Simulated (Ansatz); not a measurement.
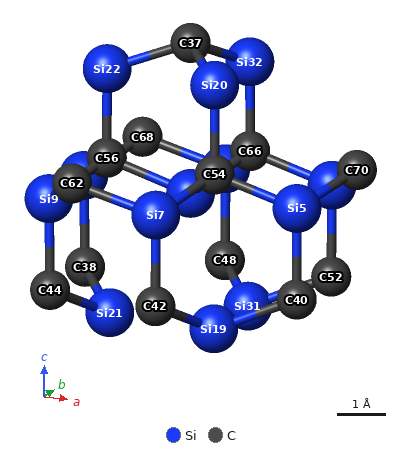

This is the input geometry for a relaxation of a defect cell of composition Si$_{36}$C$_{35}$ (cell charge +1) (coarse preliminary run). Style: ball-and-stick. Shown: the atoms within 4.2 Å of the atom that moves most (axes of the cell of the calculation), slightly off an axis.

Case: C vacancy (site b), charge +1, atoms relaxed at the host's cell.

These are results of DFT PBE, scalar-relativistic, plane waves, PAW in Ansatz 0.2.0, not measurements.

(plane-wave cutoff 420 eV; k-point mesh 1 × 1 × 1; occupations gaussian; smearing width 0.01 eV; collinear spin; atoms relaxed in a fixed cell; force threshold 0.025 eV/Å; at most 45 steps)

```
CELL_PARAMETERS angstrom
4.63790 -8.03309 0.00000
-9.27581 0.00000 0.00000
0.00000 0.00000 -10.14858
ATOMIC_POSITIONS crystal
Si 0.44444 0.55556 0.24960
Si 0.44444 0.55556 0.74888
Si 0.11273 0.55498 0.25269
Si 0.11042 0.55629 0.74954
Si 0.77558 0.55498 0.25269
Si 0.77921 0.55629 0.74954
Si 0.44502 0.22442 0.25269
Si 0.44371 0.22079 0.74954
Si 0.11273 0.22442 0.25269
Si 0.11042 0.22079 0.74954
Si 0.77778 0.22222 0.25151
Si 0.77778 0.22222 0.74971
Si 0.44502 0.88727 0.25269
Si 0.44371 0.88958 0.74954
Si 0.11111 0.88889 0.25115
Si 0.11111 0.88889 0.75046
Si 0.77558 0.88727 0.25269
Si 0.77921 0.88958 0.74954
Si 0.55231 0.44769 0.99461
Si 0.55589 0.44411 0.50261
Si 0.22871 0.44769 0.99461
Si 0.22156 0.44411 0.50261
Si 0.88803 0.44274 0.99942
Si 0.88918 0.44502 0.50024
Si 0.55726 0.11197 0.99942
Si 0.55498 0.11082 0.50024
Si 0.22205 0.11077 0.00019
Si 0.22204 0.11074 0.50079
Si 0.88803 0.11197 0.99942
Si 0.88918 0.11082 0.50024
Si 0.55231 0.77129 0.99461
Si 0.55589 0.77844 0.50261
Si 0.22205 0.77795 0.00019
Si 0.22204 0.77796 0.50079
Si 0.88923 0.77795 0.00019
Si 0.88926 0.77796 0.50079
C 0.44444 0.55556 0.56287
C 0.11584 0.55671 0.06263
C 0.11044 0.55638 0.56243
C 0.77420 0.55671 0.06263
C 0.77928 0.55638 0.56243
C 0.44329 0.22580 0.06263
C 0.44362 0.22072 0.56243
C 0.11584 0.22580 0.06263
C 0.11044 0.22072 0.56243
C 0.77778 0.22222 0.06261
C 0.77778 0.22222 0.56112
C 0.44329 0.88416 0.06263
C 0.44362 0.88956 0.56243
C 0.11111 0.88889 0.06212
C 0.11111 0.88889 0.56202
C 0.77420 0.88416 0.06263
C 0.77928 0.88956 0.56243
C 0.55642 0.44358 0.31689
C 0.55625 0.44375 0.80837
C 0.22049 0.44358 0.31689
C 0.22084 0.44375 0.80837
C 0.88916 0.44499 0.31110
C 0.88864 0.44394 0.81195
C 0.55501 0.11084 0.31110
C 0.55606 0.11136 0.81195
C 0.22221 0.11108 0.31209
C 0.22213 0.11092 0.81238
C 0.88916 0.11084 0.31110
C 0.88864 0.11136 0.81195
C 0.55642 0.77951 0.31689
C 0.55625 0.77916 0.80837
C 0.22221 0.77779 0.31209
C 0.22213 0.77787 0.81238
C 0.88892 0.77779 0.31209
C 0.88908 0.77787 0.81238
```

### Predict the outcome.

The largest move is that of Si1, 0.10 Å along +c. By element the largest moves are Si 0.10 Å, C 0.03 Å. The lattice vectors keep their values. Among the contacts that change: Si1–C54 1.924 → 1.882 Å, Si19–C40 1.912 → 1.885 Å, Si20–C54 1.885 → 1.910 Å, Si13–C66 1.877 → 1.884 Å. Bond angles that change, for instance: C54–Si1–C56 108.1° → 111.6°, Si1–C54–Si20 110.5° → 107.1°, Si1–C54–Si5 107.9° → 110.2°. Over 3 accepted moves (4 points after the start) the energy falls by 0.278 eV per cell of the calculation. Largest force component: 1.6 eV/Å at the start, 0.021 eV/Å at the end. 1 step only repeated the SCF at the same geometry. The run took 51 s on 4 threads of Arm Neoverse V1 (shared host), peak memory 1.2 GiB.

History of the run:

```json
{"step": "0", "E − E(0), meV/atom": "0.00", "largest force component, eV/Å": "1.5525", "note": ""}
{"step": "1", "E − E(0), meV/atom": "-3.09", "largest force component, eV/Å": "0.5230", "note": ""}
{"step": "2", "E − E(0), meV/atom": "-3.81", "largest force component, eV/Å": "0.1970", "note": ""}
{"step": "3", "E − E(0), meV/atom": "-3.92", "largest force component, eV/Å": "0.0209", "note": ""}
{"step": "4", "E − E(0), meV/atom": "-3.92", "largest force component, eV/Å": "0.0210", "note": "same geometry, SCF repeated"}
```

After the run, drawn alike:

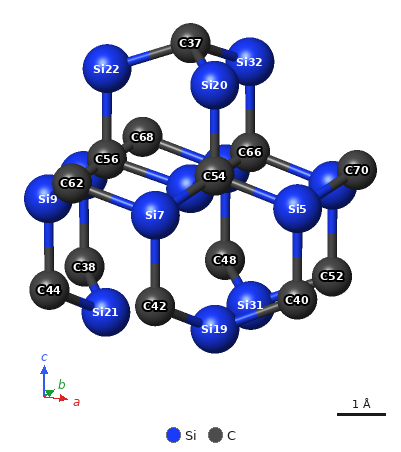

Limits of the set-up: the cell is charged, on a uniform background, and energies carry no finite-size correction.
